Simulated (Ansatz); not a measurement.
## Two runs on Si

System: Si (Imm2, 8 atoms in the cell).
Method of run 1: DFT LDA, scalar-relativistic, plane waves, PAW, no spin polarisation (Ansatz 0.2.0).

The structure derives from a Materials Project entry. Text and figures count atoms from 1; the logs count them from 0 in places.

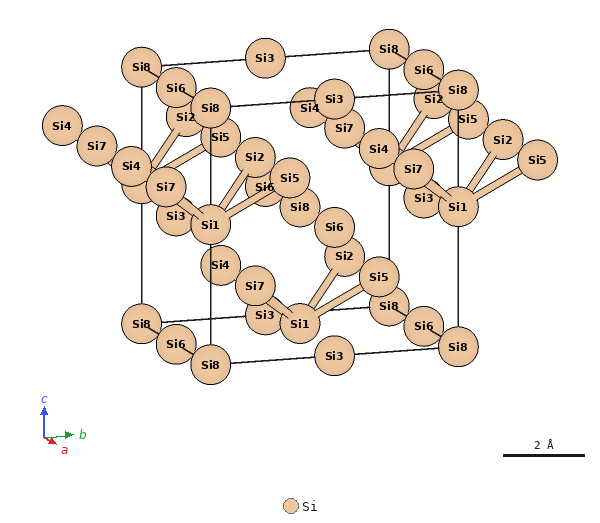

Fig. 1: The input geometry (ball-and-stick view of the cell 2 times as large as that of the calculation, set on its symmetry axes, seen slightly off an axis; atoms are numbered from 1 in the order of the input). An atom can appear more than once, as a periodic image.

### Input file, run 1
```yaml
crystal:
  lattice:
    - [0.0, 0.0, -5.2192491593]
    - [-3.2713258818, -3.2713258818, -2.6096245796]
    - [-3.2713258818, 3.2713258818, -2.6096245796]
  atoms:
    - { symbol: Si, position: [0.4541470323, 0.5458529677, 0.5458529677] }
    - { symbol: Si, position: [0.5, 0.5, 0.0] }
    - { symbol: Si, position: [0.0, 0.5, 0.5] }
    - { symbol: Si, position: [0.5, 0.0, 0.5] }
    - { symbol: Si, position: [0.0, 0.5, 0.0] }
    - { symbol: Si, position: [0.5, 0.0, 0.0] }
    - { symbol: Si, position: [0.0, 0.0, 0.5] }
    - { symbol: Si, position: [0.0, 0.0, 0.0] }
basis:
  ecutwfc: 420
kpoints:
  mp_grid: { grid: [14, 14, 14] }
hamiltonian:
  xc: lda
scf:
  occupations: { method: gaussian, width: 0.15 }
output:
  forces: true
  stress: true
  eigenvalues: true
```

Launched with:
```bash
ansatz run input.yaml --threads 2 --pin off --max-ram 5120MiB --backend cpu --events-out ev --progress --plain --runs-dir out
```

Hardware: 2 threads of Arm Neoverse V2, 24 GiB of memory available, shared host.

### Output, shortened to warnings, some set-up lines, iterations and results (run 1)
```
Basis set: ecut = 420 eV, 2161 PW (Γ)
Symmetry: 4 space group operations
k-points: 428 of 2744 (time reversal used)
Initial density: superposition of atomic densities (neutral atoms: chi_scale 0, normalization atom), corrected by the library's trained network
[...]
SCF iter   1: F=—  HF=-4865.914364 eV  |F-HF|=—  |Δ(HF+E_count)|=         —  Δρ=4.16e-3  dr2=1.49e-2  ethr=1.77e-3  ⟨swp⟩=7.3  Hψ=58395  notcnv=0
SCF iter   2: F=—  HF=-4865.910791 eV  |F-HF|=—  |Δ(HF+E_count)|=   3.57e-3  Δρ=2.38e-3  dr2=5.07e-3  ethr=4.66e-5  ⟨swp⟩=1.3  Hψ=14476  notcnv=0
SCF iter   3: F=—  HF=-4865.908650 eV  |F-HF|=—  |Δ(HF+E_count)|=   2.14e-3  Δρ=2.18e-4  dr2=5.56e-5  ethr=1.59e-5  ⟨swp⟩=2.1  Hψ=16398  notcnv=0
SCF iter   4: F=—  HF=-4865.908626 eV  |F-HF|=—  |Δ(HF+E_count)|=   2.40e-5  Δρ=3.80e-5  dr2=6.87e-7  ethr=1.74e-7  ⟨swp⟩=2.5  Hψ=16784  notcnv=0
SCF iter   5: F=-4865.908626 eV  HF=-4865.908626 eV  |F-HF|=2.34e-9  |Δ(HF+E_count)|=   1.53e-7  Δρ=4.52e-6  dr2=1.88e-8  ethr=2.15e-9  ⟨swp⟩=2.1  Hψ=16468  notcnv=0
SCF iter   6: F=-4865.908626 eV  HF=-4865.908626 eV  |F-HF|=5.46e-11  |Δ(HF+E_count)|=  1.96e-10  Δρ=4.70e-7  dr2=2.12e-10  ethr=5.87e-11  ⟨swp⟩=6.8  Hψ=42687  notcnv=0
SCF 1 converged in 6 iterations: F = -4865.908626 eV  dr2 = 2.12e-10
SCF converged after 6 iterations
Free energy (F): -4865.908626 eV
Harris-Foulkes:  -4865.908626 eV  (|F-HF|=5.46e-11)
Internal energy: -4865.869289 eV  (E = F + TS)
E sigma→0 (E₀):  -4865.888958 eV
Entropy (-TS):   -0.039337 eV (-4.917 meV/atom)
Fermi energy:    10.935203 eV
--- Per-component energies (eV) ---
  E_band       = 163.998170
  E_kinetic    = 338.357209
  E_local      = 11.221391  (includes V_loc(G=0)·N_el)
  E_nonlocal   = 212.390870
  E_hartree    = 6.013269
  E_xc         = -449.349849
  E_vxc        = -390.914439  (∫ρ·V_xc dr)
  E_paw        = -3884.837330  (= ΣΔE_a)
  E_vpaw       = -19.083426  (= ΣTr[D̂ρ^β])
  E_aug_tail   = 0.000051  (compensation charges beyond the density's cutoff)
  E_ewald      = -1100.339545
  E_core_change = 0.674646  (= ΣΔE_core)
  E_smearing   = -0.039337  (= −TS)
  E_closure    = 0.000000  (closes the sum)
  Σ components = -4865.908626   (vs F -4865.908626, Δ=0.00e0)
--- Forces (eV/Å), atoms counted from 1 ---
  atom   1  Si     0.94537012     0.00000000    -0.00000000
  atom   2  Si    -0.24528933     0.34632472    -0.32279429
  atom   3  Si     0.26966552     0.00000000    -0.00000000
  atom   4  Si    -0.24528933    -0.34632472    -0.32279429
  atom   5  Si    -0.24528933     0.34632472     0.32279429
  atom   6  Si     0.00924229     0.00000000    -0.00000000
  atom   7  Si    -0.24528933    -0.34632472     0.32279429
  atom   8  Si    -0.24311927     0.00000000     0.00000000
  max |Σ_I F_I| component: 1.34e-6 eV/Å
--- Stress (GPa, compression-positive) ---
        0.991630       0.000000      -0.000000
        0.000000       1.179812       0.000000
       -0.000000       0.000000       0.950457
  P = ⅓ Tr σ = 1.0406 GPa (10.406 kbar)
```

Run 2 used a changed input.

### The two runs side by side

```tsv
quantity	run 1	run 2
outcome	converged	converged
free energy per atom (eV)	−608.2386	−608.2095
energy per atom, smearing taken to zero (eV)	−608.2361	−608.2070
gap on the mesh (eV)	0.00	0.00
pressure (GPa)	1.04	2.39
largest force (eV/Å)	0.945	2.239
SCF iterations	6	6
irreducible k-points	428	428
plane waves at Γ	2161	2161
wall time (shared host)	38 s	36 s
```

Which change of the input explains these differences?

The change (lines with − go, lines with + come):
```diff
-    - { symbol: Si, position: [0.4541470323, 0.5458529677, 0.5458529677] }
+    - { symbol: Si, position: [0.4541470323, 0.5917059354, 0.5] }
```

With the same functional and potentials, run 2 lies 29.1 meV per atom higher. The pressure goes from 1.04 to 2.39 GPa. The largest force goes from 0.945 to 2.239 eV/Å. The number of SCF iterations is the same.

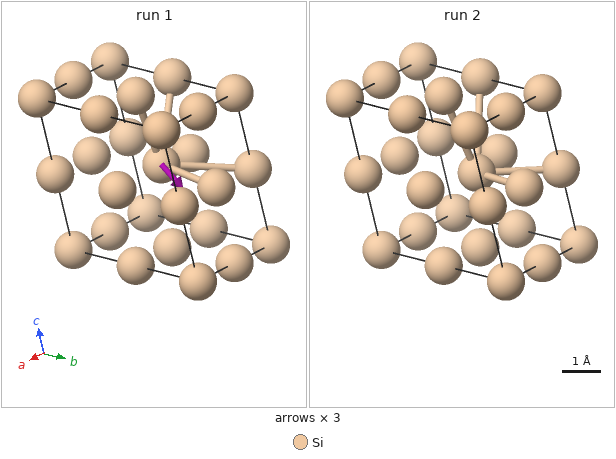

Fig. 2: The two input geometries at one scale (ball-and-stick view of the cell of the calculation, seen slightly off an axis). The pink arrows on the first give the shifts of the atoms relative to the cell, magnified 3 times. A Si atom moves most: 0.30 Å. The lattice vectors keep their values. Among the contacts that change: Si–Si 2.482 → 2.689 Å, Si–Si 2.482 → 2.296 Å.

### Output, shortened to warnings, some set-up lines, iterations and results (run 2)
```
Basis set: ecut = 420 eV, 2161 PW (Γ)
Symmetry: 4 space group operations
k-points: 428 of 2744 (time reversal used)
Initial density: superposition of atomic densities (neutral atoms: chi_scale 0, normalization atom), corrected by the library's trained network
[...]
SCF iter   1: F=—  HF=-4865.681429 eV  |F-HF|=—  |Δ(HF+E_count)|=         —  Δρ=4.24e-3  dr2=1.55e-2  ethr=1.77e-3  ⟨swp⟩=7.2  Hψ=58987  notcnv=0
SCF iter   2: F=—  HF=-4865.677982 eV  |F-HF|=—  |Δ(HF+E_count)|=   3.45e-3  Δρ=2.41e-3  dr2=5.18e-3  ethr=4.83e-5  ⟨swp⟩=1.3  Hψ=14475  notcnv=0
SCF iter   3: F=—  HF=-4865.675888 eV  |F-HF|=—  |Δ(HF+E_count)|=   2.09e-3  Δρ=2.38e-4  dr2=6.75e-5  ethr=1.62e-5  ⟨swp⟩=2.0  Hψ=16377  notcnv=0
SCF iter   4: F=—  HF=-4865.675859 eV  |F-HF|=—  |Δ(HF+E_count)|=   2.93e-5  Δρ=4.93e-5  dr2=1.70e-6  ethr=2.11e-7  ⟨swp⟩=2.0  Hψ=16472  notcnv=0
SCF iter   5: F=-4865.675859 eV  HF=-4865.675859 eV  |F-HF|=1.61e-9  |Δ(HF+E_count)|=   2.38e-8  Δρ=5.91e-6  dr2=2.90e-8  ethr=5.31e-9  ⟨swp⟩=2.1  Hψ=16452  notcnv=0
SCF iter   6: F=-4865.675859 eV  HF=-4865.675859 eV  |F-HF|=1.08e-10  |Δ(HF+E_count)|=  8.37e-11  Δρ=6.91e-7  dr2=4.59e-10  ethr=9.08e-11  ⟨swp⟩=6.8  Hψ=42608  notcnv=0
SCF 1 converged in 6 iterations: F = -4865.675859 eV  dr2 = 4.59e-10
SCF converged after 6 iterations
Free energy (F): -4865.675859 eV
Harris-Foulkes:  -4865.675859 eV  (|F-HF|=1.08e-10)
Internal energy: -4865.635938 eV  (E = F + TS)
E sigma→0 (E₀):  -4865.655898 eV
Entropy (-TS):   -0.039921 eV (-4.990 meV/atom)
Fermi energy:    10.922653 eV
--- Per-component energies (eV) ---
  E_band       = 163.232591
  E_kinetic    = 339.411407
  E_local      = 5.915527  (includes V_loc(G=0)·N_el)
  E_nonlocal   = 212.980525
  E_hartree    = 7.743155
  E_xc         = -449.705482
  E_vxc        = -391.343443  (∫ρ·V_xc dr)
  E_paw        = -3885.000082  (= ΣΔE_a)
  E_vpaw       = -19.217736  (= ΣTr[D̂ρ^β])
  E_aug_tail   = 0.000050  (compensation charges beyond the density's cutoff)
  E_ewald      = -1097.655683
  E_core_change = 0.674646  (= ΣΔE_core)
  E_smearing   = -0.039921  (= −TS)
  E_closure    = 0.000000  (closes the sum)
  Σ components = -4865.675859   (vs F -4865.675859, Δ=0.00e0)
--- Forces (eV/Å), atoms counted from 1 ---
  atom   1  Si     1.58293629     1.58293629    -0.00000000
  atom   2  Si     0.06057819     0.06057819    -0.00000000
  atom   3  Si     0.28276704     0.28276704    -0.00000000
  atom   4  Si    -0.89280368    -0.89280368    -0.98137758
  atom   5  Si     0.06057819     0.06057819    -0.00000000
  atom   6  Si     0.04180974    -0.24306085    -0.00000000
  atom   7  Si    -0.89280368    -0.89280368     0.98137758
  atom   8  Si    -0.24306085     0.04180974     0.00000000
  max |Σ_I F_I| component: 1.25e-6 eV/Å
--- Stress (GPa, compression-positive) ---
        2.468455       2.640085      -0.000000
        2.640085       2.468455      -0.000000
       -0.000000      -0.000000       2.220809
  P = ⅓ Tr σ = 2.3859 GPa (23.859 kbar)
```
